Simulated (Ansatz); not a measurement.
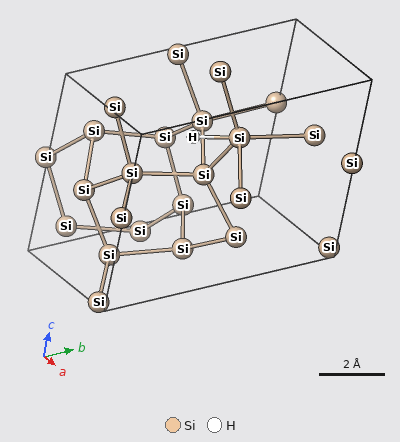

Fig. 1: The starting structure (ball-and-stick view of the cell of the calculation, seen slightly off an axis).

# Molecular dynamics of Si16H (part 1 of 5)

- system: Si16H (defect cell, 17 atoms in the cell)
- method: DFT PBE, scalar-relativistic, plane waves, PAW, spin-polarised (Ansatz 0.2.0)

It belongs to a series of runs on one base structure; here: dynamics from the last frame of the run before.

Input:
```yaml
accuracy: low
crystal:
  lattice:
    - [0.0, 5.43, 5.43]
    - [5.43, 0.0, 5.43]
    - [5.43, 5.43, 0.0]
  atoms:
    - { symbol: Si, position: [-0.04132714, -0.01555951, 0.04341565] }
    - { symbol: Si, position: [0.14023429, 0.09406465, 0.15775776] }
    - { symbol: Si, position: [0.00412373, -0.01157815, 0.53344116] }
    - { symbol: Si, position: [0.11389685, 0.1386819, 0.67308687] }
    - { symbol: Si, position: [0.06559201, 0.46749389, -0.01216533] }
    - { symbol: Si, position: [0.13483668, 0.60946762, 0.1168834] }
    - { symbol: Si, position: [0.01138596, 0.5110199, 0.48616587] }
    - { symbol: Si, position: [0.18011316, 0.59704256, 0.60972402] }
    - { symbol: Si, position: [0.48158624, 0.06181009, -0.04378386] }
    - { symbol: Si, position: [0.58880992, 0.13721222, 0.13620524] }
    - { symbol: Si, position: [0.45748918, 0.01140165, 0.49638912] }
    - { symbol: Si, position: [0.59023425, 0.16165766, 0.59021469] }
    - { symbol: Si, position: [0.52063679, 0.49344656, 0.03800445] }
    - { symbol: Si, position: [0.67903162, 0.66231215, 0.10566791] }
    - { symbol: Si, position: [0.54549183, 0.50711784, 0.46073638] }
    - { symbol: Si, position: [0.5987994, 0.61360234, 0.65508699] }
    - { symbol: H, position: [0.59008536, 0.40584984, -0.27986004], spin: 1.0 }
magnetization:
  spin_polarized: true
basis:
  ecutwfc: 420.0
kpoints:
  mp_grid: { grid: [2, 2, 2] }
hamiltonian:
  xc: pbe
scf:
  occupations: { method: fermi_dirac, width: 0.02 }
  lower_state_search: "off"
md:
  timestep: 0.75
  n_steps: 140
  ensemble: nve
  temperature: 1680.0
  initial_velocities: maxwell_boltzmann
  seed: 479705
```

Launch command:
```bash
ansatz run input.yaml --threads 1 --pin off --max-ram 3072MiB --backend cpu --events-out ev --progress --plain --runs-dir out
```

The program's output:
```
Warning: md: disabling space-group detection — thermal motion breaks the input geometry's symmetry, so no spatial operation reduces the k-mesh or symmetrises the density; time reversal is kept, so that k and −k are solved as one point where they differ and the mesh holds both, and exact exchange and, on two spinor components, a DFT+U term hold to it where the run has them: on two components no moment then forms, and a state that bears one, which a typed moment (crystal.atoms[].spin; refused beside efield: under a hybrid functional) reaches, can lie lower, under hf by electronvolts; crystal.symmetry.detect: false (a key that needs symmetry detection or time reversal refuses this as the deck is read) with time_reversal: false beside it drops time reversal too
Engine: ansatz 0.2.0, x86_64-unknown-linux-gnu
Pseudopotentials: kind: paw
Pseudopotential: Si, paw, valence charge 4, recommended cutoff 420 eV (normal), Si.paw.azcp
Pseudopotential: H, paw, valence charge 1, recommended cutoff 420 eV (normal), H.paw.azcp
Functional definition: PBE
  parameter kappa = 0.804
  parameter beta = 0.06672455060314922
  exchange = pbe_x(kappa = kappa, mu = beta*pi^2/3)
  correlation = pbe_c(beta = beta)
Crystal: 17 atoms, lattice volume = 320.206 Å³
Basis set: ecut = 420 eV, 6231 PW (Γ), exchange–correlation on 108×108×108 points (8 copies of the dense FFT grid, shifted against one another)
Bands: 50, of which v1, the nominal top of the filled ones, is band 33 counted from 1 (32 counted from 0)
Symmetry: 1 space group operations
k-points: 8
Non-local potential: Si, projectors of the file, l = 0: 2, l = 1: 2, l = 2: 2
Non-local potential: H, projectors of the file, l = 0: 2, l = 1: 1
PAW form: soft (Blöchl's): semilocal exchange-correlation on the pseudo side does not see the compensation charge
PAW one-centre angular grid: Si, 110 points (default); XC on 64 Gauss nodes
PAW one-centre angular grid: H, 110 points (default); XC on 64 Gauss nodes
Initial density: superposition of atomic densities (chi_scale 0.1, normalization cell)
Starting moments: Σ|m| = 1 μB on 1 of 17 sites
Initial wavefunctions: pseudopotential atomic-orbital guess
Functional: x = pbe(κ = 0.804, μ = 0.2195149727645171), c = pbe(β = 0.06672455060314922)
SCF iter   1: F=—  HF=-10183.585861 eV  |F-HF|=—  |Δ(HF+E_count)|=         —  Δρ=2.65e-2 (↑2.33e-2 ↓2.65e-2)  dr2=7.02e0  dr2_m=1.86e-1  M=0.482 μB ∫|m|=0.542 μB  β_m=0.30  ethr=3.10e-3  ⟨swp⟩=7.8  Hψ=4196  notcnv=0  defer=30
preconditioner: auto → Kerker (q_TF=auto, 2.092 Å⁻¹)  [metal: Δε(μ)=0.025 eV  Ē_g=8.028 eV  σ=0.020 eV  W_gap=0.31  n_scr=58 (ndim 8)  ℏωp=16.7 eV  f_vac=0.000  D(μ)=5.83/eV (n_scr^D=26)]
spin=Collinear: Kerker preconditioning applied to the charge; magnetization (m = ρ↑ − ρ↓) channel mixes plain (no charge-response kernel on spin).
SCF iter   2: F=—  HF=-10183.271562 eV  |F-HF|=—  |Δ(HF+E_count)|=   3.14e-1  Δρ=2.10e-2 (↑1.78e-2 ↓2.10e-2)  dr2=4.28e0  dr2_m=1.40e-1  M=0.269 μB ∫|m|=0.353 μB  β_m=0.30  ethr=3.10e-3  ⟨swp⟩=1.6  Hψ=1191  notcnv=0  defer=56
SCF iter   3: F=—  HF=-10182.427426 eV  |F-HF|=—  |Δ(HF+E_count)|=   8.44e-1  Δρ=7.82e-3 (↑7.82e-3 ↓5.21e-3)  dr2=1.41e-1  dr2_m=9.57e-2  M=0.233 μB ∫|m|=0.292 μB  β_m=0.30  ethr=3.10e-3  ⟨swp⟩=3.0  Hψ=1406  notcnv=0  defer=56
SCF iter   4: F=—  HF=-10182.486534 eV  |F-HF|=—  |Δ(HF+E_count)|=   5.91e-2  Δρ=5.60e-3 (↑5.60e-3 ↓4.37e-3)  dr2=7.68e-2  dr2_m=5.91e-2  M=0.162 μB ∫|m|=0.225 μB  β_m=0.30  ethr=2.17e-4  ⟨swp⟩=2.3  Hψ=1163  notcnv=0  defer=143
SCF iter   5: F=—  HF=-10182.552538 eV  |F-HF|=—  |Δ(HF+E_count)|=   6.60e-2  Δρ=3.80e-3 (↑3.16e-3 ↓3.80e-3)  dr2=9.33e-3  dr2_m=3.45e-2  M=0.103 μB ∫|m|=0.170 μB  β_m=0.30  ethr=1.18e-4  ⟨swp⟩=3.0  Hψ=1369  notcnv=0  defer=143
SCF iter   6: F=—  HF=-10182.577408 eV  |F-HF|=—  |Δ(HF+E_count)|=   2.49e-2  Δρ=2.98e-3 (↑2.46e-3 ↓2.98e-3)  dr2=4.93e-3  dr2_m=2.13e-2  M=0.070 μB ∫|m|=0.133 μB  β_m=0.30  ethr=1.44e-5  ⟨swp⟩=2.0  Hψ=1307  notcnv=0  defer=143
SCF iter   7: F=—  HF=-10182.592383 eV  |F-HF|=—  |Δ(HF+E_count)|=   1.50e-2  Δρ=2.13e-3 (↑2.09e-3 ↓2.13e-3)  dr2=3.06e-4  dr2_m=1.30e-2  M=0.052 μB ∫|m|=0.106 μB  β_m=0.30  ethr=7.58e-6  ⟨swp⟩=2.2  Hψ=1317  notcnv=0  defer=143
Mixer restart at iter 7: flushing history
spin-set hold released at iteration 7 (site moments contracting): the magnetisation degrees of freedom join the quasi-Newton model from the next iteration; the mixer history was flushed
SCF iter   8: F=—  HF=-10182.600761 eV  |F-HF|=—  |Δ(HF+E_count)|=   8.38e-3  Δρ=1.67e-3 (↑1.62e-3 ↓1.67e-3)  dr2=2.63e-4  dr2_m=7.92e-3  M=0.038 μB ∫|m|=0.085 μB  β_m=0.61  ethr=4.70e-7  ⟨swp⟩=2.8  Hψ=1261  notcnv=0  defer=143
SCF iter   9: F=—  HF=-10182.613677 eV  |F-HF|=—  |Δ(HF+E_count)|=   1.29e-2  Δρ=1.34e-4 (↑1.34e-4 ↓1.19e-4)  dr2=2.85e-5  dr2_m=4.48e-5  M=0.004 μB ∫|m|=0.015 μB  β_m=0.76  ethr=4.05e-7  ⟨swp⟩=3.5  Hψ=1936  notcnv=0  defer=143
SCF iter  10: F=—  HF=-10182.613734 eV  |F-HF|=—  |Δ(HF+E_count)|=   5.69e-5  Δρ=3.89e-5 (↑3.89e-5 ↓3.73e-5)  dr2=7.91e-6  dr2_m=3.71e-6  M=0.001 μB ∫|m|=0.006 μB  β_m=0.88  ethr=4.39e-8  ⟨swp⟩=2.7  Hψ=1353  notcnv=0  defer=143
SCF iter  11: F=—  HF=-10182.613750 eV  |F-HF|=—  |Δ(HF+E_count)|=   1.59e-5  Δρ=6.93e-6 (↑6.93e-6 ↓6.46e-6)  dr2=1.05e-6  dr2_m=6.20e-8  M=0.000 μB ∫|m|=0.001 μB  β_m=0.94  ethr=1.22e-8  ⟨swp⟩=2.1  Hψ=1182  notcnv=0  defer=143
iter 12 did not close the SCF: its close was put off for a magnetic moment that had not settled (scf_convergence_deferred on its scf_iter line)
SCF iter  12: F=-10182.613750 eV  HF=-10182.613750 eV  |F-HF|=2.39e-8  |Δ(HF+E_count)|=   5.22e-7  Δρ=2.22e-6 (↑1.91e-6 ↓2.22e-6)  dr2=5.82e-8  dr2_m=7.81e-9  M=-0.000 μB ∫|m|=0.000 μB  β_m=0.97  ethr=1.54e-10  ⟨swp⟩=3.0  Hψ=2862  notcnv=0
iter 13 did not close the SCF: its close was put off for a magnetic moment that had not settled (scf_convergence_deferred on its scf_iter line)
SCF iter  13: F=-10182.613750 eV  HF=-10182.613750 eV  |F-HF|=3.16e-9  |Δ(HF+E_count)|=   4.40e-8  Δρ=7.41e-7 (↑7.37e-7 ↓7.41e-7)  dr2=5.08e-9  dr2_m=1.30e-9  M=-0.000 μB ∫|m|=0.000 μB  β_m=0.98  ethr=8.95e-11  ⟨swp⟩=2.0  Hψ=2479  notcnv=0
SCF iter  14: F=-10182.613750 eV  HF=-10182.613750 eV  |F-HF|=1.20e-10  |Δ(HF+E_count)|=   6.87e-9  Δρ=1.77e-7 (↑1.54e-7 ↓1.77e-7)  dr2=3.56e-10  dr2_m=5.49e-11  M=-0.000 μB ∫|m|=0.000 μB  ethr=7.81e-12  ⟨swp⟩=1.1  Hψ=2049  notcnv=0
WARN: the starting moments were not kept: the SCF closed with an absolute magnetisation of 2.9e-5 μB, where they sum to 1 μB in size (1 site). That is at most 0.1 of that sum. Measured as dr2_m measures the in/out step, that magnetisation stands 2.0e-11 eV from none, at or under the dr2_threshold of 1.0e-7 eV: it is no larger than a step whose dr2_m would equal this threshold. The system may hold no moment; this SCF shows only that its start led to no more than that. To try another start: raise the starting moments (crystal.atoms[].spin, magnetization.per_species, magnetization.initial_magnetization, or on a non-collinear deck that types none of these the spinor_matrix: blocks that start its atoms; where the total moment is fixed, keep their sum and leave initial_magnetization as it is; typed ones take the place of any that the run laid by itself, positive ones on a crystal's lanthanoids without a Hubbard term where scf.initial_density.shell_occupations: [] is typed) or, if the notice of its spin-set hold's release reads "site moments contracting" or "site moments show no strong build", lengthen the hold (scf.mixing.spin_hold: { on: { confirm: 4 } }; for m-r²SCAN on two components see the key's manual first). Each may lead to a state that holds a moment. A second SCF, from the converged charge density, with the starting moments and any scf.initial_density.shell_occupations laid on it anew, would have followed, and was not run: the deck does not ask for one (magnetization.retry_lost_moments is false, the default). To let it run, set magnetization.retry_lost_moments: true and run the deck again, where that key's refused combinations let it; where memory then withholds it, that run's warning says so.
SCF 1 converged in 14 iterations: F = -10182.613750 eV  dr2 = 3.56e-10
  greatest PAW one-centre occupation: 0.648 electrons in one spin orbital (limit 2), on the Si atom at site 14 (counted from 0), in its partial waves of l = 0
md step     0: t =     0.00 fs  T =  1680.0 K  F+E_penalty+E_count = -10182.61375025 eV  E_kin = 3.474509 eV  conserved = -10179.13924148 eV  (14 SCF iters)
Initial density: handed on by an earlier stage of this run
Starting moments: Σ|m| = 1 μB on 1 of 17 sites; this step starts from the density that it was given
Initial wavefunctions: those handed on with the density
iter 1 solved again at ethr=7.80e-6 eV; its pass at ethr=3.10e-3 eV (dr2=5.07e-3 eV) is discarded
SCF iter   1: F=—  HF=-10182.577789 eV  |F-HF|=—  |Δ(HF+E_count)|=         —  Δρ=1.65e-3 (↑6.72e-4 ↓1.65e-3)  dr2=6.01e-3  dr2_m=2.79e-3  M=-0.000 μB ∫|m|=0.023 μB  β_m=0.30  ethr=7.80e-6  ⟨swp⟩=4.6  Hψ=4031  notcnv=0  defer=2
preconditioner: auto → Resta (q_TF=auto, 2.092 Å⁻¹)  ε∞=5.5  [insulator: Δε(μ)=0.127 eV  Ē_g=7.881 eV  σ=0.020 eV  W_gap=0.92  n_scr=58 (ndim 8)  ℏωp=16.7 eV  f_vac=0.000  D(μ)=1.18/eV (n_scr^D=0)  ε∞_Penn≈5.5]
spin=Collinear: Resta preconditioning applied to the charge; magnetization (m = ρ↑ − ρ↓) channel mixes plain (no charge-response kernel on spin).
SCF iter   2: F=—  HF=-10182.580014 eV  |F-HF|=—  |Δ(HF+E_count)|=   2.23e-3  Δρ=1.22e-3 (↑4.96e-4 ↓1.22e-3)  dr2=2.87e-3  dr2_m=1.58e-3  M=-0.000 μB ∫|m|=0.018 μB  β_m=0.65  ethr=7.80e-6  ⟨swp⟩=1.7  Hψ=1064  notcnv=0
SCF iter   3: F=—  HF=-10182.583184 eV  |F-HF|=—  |Δ(HF+E_count)|=   3.17e-3  Δρ=9.14e-5 (↑6.98e-5 ↓9.14e-5)  dr2=1.54e-5  dr2_m=1.61e-5  M=-0.000 μB ∫|m|=0.004 μB  β_m=0.74  ethr=4.41e-6  ⟨swp⟩=2.0  Hψ=1509  notcnv=0
SCF iter   4: F=—  HF=-10182.583207 eV  |F-HF|=—  |Δ(HF+E_count)|=   2.25e-5  Δρ=2.11e-5 (↑2.11e-5 ↓1.84e-5)  dr2=1.36e-6  dr2_m=9.03e-7  M=-0.000 μB ∫|m|=0.002 μB  β_m=0.87  ethr=2.37e-8  ⟨swp⟩=2.6  Hψ=1372  notcnv=0
iter 5 did not close the SCF: its close was put off for a magnetic moment that had not settled (scf_convergence_deferred on its scf_iter line)
[...]
the starting moments were not kept: the SCF closed with an absolute magnetisation of 7.1e-6 μB, where they sum to 1 μB in size (1 site). That is at most 0.1 of that sum. Measured as dr2_m measures the in/out step, that magnetisation stands 1.1e-12 eV from none, at or under the dr2_threshold of 1.0e-7 eV: it is no larger than a step whose dr2_m would equal this threshold.
  greatest PAW one-centre occupation: 0.649 electrons in one spin orbital (limit 2), on the Si atom at site 14 (counted from 0), in its partial waves of l = 0
md step     1: t =     0.75 fs  T =  1665.8 K  F+E_penalty+E_count = -10182.58321038 eV  E_kin = 3.445044 eV  conserved = -10179.13816610 eV  (8 SCF iters)
[... from here on the SCF iterations and repeated set-up lines of each step are left out, up to the last step ...]
md step     2: t =     1.50 fs  T =  1667.1 K  F+E_penalty+E_count = -10182.58593995 eV  E_kin = 3.447918 eV  conserved = -10179.13802178 eV  (8 SCF iters)
md step     3: t =     2.25 fs  T =  1685.1 K  F+E_penalty+E_count = -10182.62406908 eV  E_kin = 3.485113 eV  conserved = -10179.13895610 eV  (8 SCF iters)
md step     4: t =     3.00 fs  T =  1713.3 K  F+E_penalty+E_count = -10182.68374875 eV  E_kin = 3.543450 eV  conserved = -10179.14029854 eV  (8 SCF iters)
md step     5: t =     3.75 fs  T =  1742.2 K  F+E_penalty+E_count = -10182.74445613 eV  E_kin = 3.603225 eV  conserved = -10179.14123150 eV  (9 SCF iters)
md step     6: t =     4.50 fs  T =  1764.4 K  F+E_penalty+E_count = -10182.79060500 eV  E_kin = 3.649155 eV  conserved = -10179.14145010 eV  (10 SCF iters)
md step     7: t =     5.25 fs  T =  1777.0 K  F+E_penalty+E_count = -10182.81639156 eV  E_kin = 3.675209 eV  conserved = -10179.14118234 eV  (10 SCF iters)
md step     8: t =     6.00 fs  T =  1780.6 K  F+E_penalty+E_count = -10182.82335916 eV  E_kin = 3.682606 eV  conserved = -10179.14075361 eV  (9 SCF iters)
md step     9: t =     6.75 fs  T =  1777.3 K  F+E_penalty+E_count = -10182.81608485 eV  E_kin = 3.675758 eV  conserved = -10179.14032688 eV  (9 SCF iters)
md step    10: t =     7.50 fs  T =  1769.6 K  F+E_penalty+E_count = -10182.79965465 eV  E_kin = 3.659728 eV  conserved = -10179.13992666 eV  (9 SCF iters)
md step    11: t =     8.25 fs  T =  1759.7 K  F+E_penalty+E_count = -10182.77888297 eV  E_kin = 3.639299 eV  conserved = -10179.13958408 eV  (9 SCF iters)
md step    12: t =     9.00 fs  T =  1749.7 K  F+E_penalty+E_count = -10182.75796256 eV  E_kin = 3.618700 eV  conserved = -10179.13926222 eV  (9 SCF iters)
md step    13: t =     9.75 fs  T =  1741.5 K  F+E_penalty+E_count = -10182.74069623 eV  E_kin = 3.601711 eV  conserved = -10179.13898553 eV  (10 SCF iters)
md step    14: t =    10.50 fs  T =  1736.5 K  F+E_penalty+E_count = -10182.73022444 eV  E_kin = 3.591377 eV  conserved = -10179.13884775 eV  (12 SCF iters)
md step    15: t =    11.25 fs  T =  1735.4 K  F+E_penalty+E_count = -10182.72807616 eV  E_kin = 3.589148 eV  conserved = -10179.13892805 eV  (10 SCF iters)
md step    16: t =    12.00 fs  T =  1737.9 K  F+E_penalty+E_count = -10182.73336427 eV  E_kin = 3.594233 eV  conserved = -10179.13913113 eV  (9 SCF iters)
md step    17: t =    12.75 fs  T =  1743.2 K  F+E_penalty+E_count = -10182.74427617 eV  E_kin = 3.605212 eV  conserved = -10179.13906379 eV  (10 SCF iters)
md step    18: t =    13.50 fs  T =  1751.3 K  F+E_penalty+E_count = -10182.76101664 eV  E_kin = 3.621880 eV  conserved = -10179.13913636 eV  (14 SCF iters)
md step    19: t =    14.25 fs  T =  1761.6 K  F+E_penalty+E_count = -10182.78265958 eV  E_kin = 3.643241 eV  conserved = -10179.13941904 eV  (14 SCF iters)
md step    20: t =    15.00 fs  T =  1772.7 K  F+E_penalty+E_count = -10182.80598016 eV  E_kin = 3.666286 eV  conserved = -10179.13969376 eV  (11 SCF iters)
md step    21: t =    15.75 fs  T =  1783.1 K  F+E_penalty+E_count = -10182.82761140 eV  E_kin = 3.687750 eV  conserved = -10179.13986178 eV  (11 SCF iters)
md step    22: t =    16.50 fs  T =  1791.8 K  F+E_penalty+E_count = -10182.84547350 eV  E_kin = 3.705672 eV  conserved = -10179.13980165 eV  (13 SCF iters)
md step    23: t =    17.25 fs  T =  1799.0 K  F+E_penalty+E_count = -10182.86015665 eV  E_kin = 3.720594 eV  conserved = -10179.13956306 eV  (17 SCF iters)
md step    24: t =    18.00 fs  T =  1805.5 K  F+E_penalty+E_count = -10182.87366977 eV  E_kin = 3.733971 eV  conserved = -10179.13969850 eV  (16 SCF iters)
md step    25: t =    18.75 fs  T =  1810.7 K  F+E_penalty+E_count = -10182.88480124 eV  E_kin = 3.744761 eV  conserved = -10179.14004044 eV  (17 SCF iters)
md step    26: t =    19.50 fs  T =  1813.6 K  F+E_penalty+E_count = -10182.89110538 eV  E_kin = 3.750918 eV  conserved = -10179.14018712 eV  (10 SCF iters)
md step    27: t =    20.25 fs  T =  1813.6 K  F+E_penalty+E_count = -10182.89118873 eV  E_kin = 3.750761 eV  conserved = -10179.14042739 eV  (10 SCF iters)
```
